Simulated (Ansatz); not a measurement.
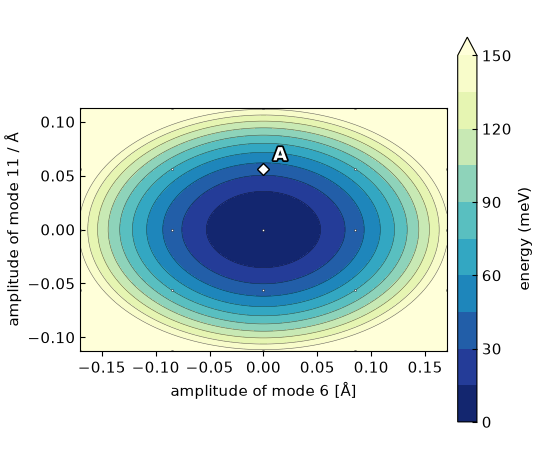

TiAl (P-6m2, No. 187; 4 atoms in the cell). The energy is mapped over two normal modes frozen in (zone-centre modes of the 4-atom cell of this scan, which folds in the wave vector (0, 1/2, 1/2) of the primitive cell). First axis: amplitude of mode 6 (183 cm⁻¹), largest displacement. Second axis: amplitude of mode 11 (315 cm⁻¹), largest displacement. Nothing is relaxed (the cell and all other modes fixed). Grid: 5 × 5 points; 9 points were computed and 16 follow by symmetry. Points are written as (first, second). Energies: meV per cell, counted from the lowest grid point. Theory: DFT LDA, scalar-relativistic, plane waves, PAW in Ansatz 0.2.0. Settings: cutoff 520 eV, k-mesh 16×16×16, gaussian smearing 0.15 eV, no spin polarisation.

In the figure: filled contours, dots at the grid points, one colour for all values above the top of the scale, the point A. Between grid points the surface is interpolated.

**Is A at rest? If not, where is it pushed?**

A, at (0.000 Å, 0.057 Å), is not a stationary point. The computed force is nearly zero along the first coordinate and 1300 meV for each Å towards smaller values of the second coordinate.

PAW datasets: the set soft_1.
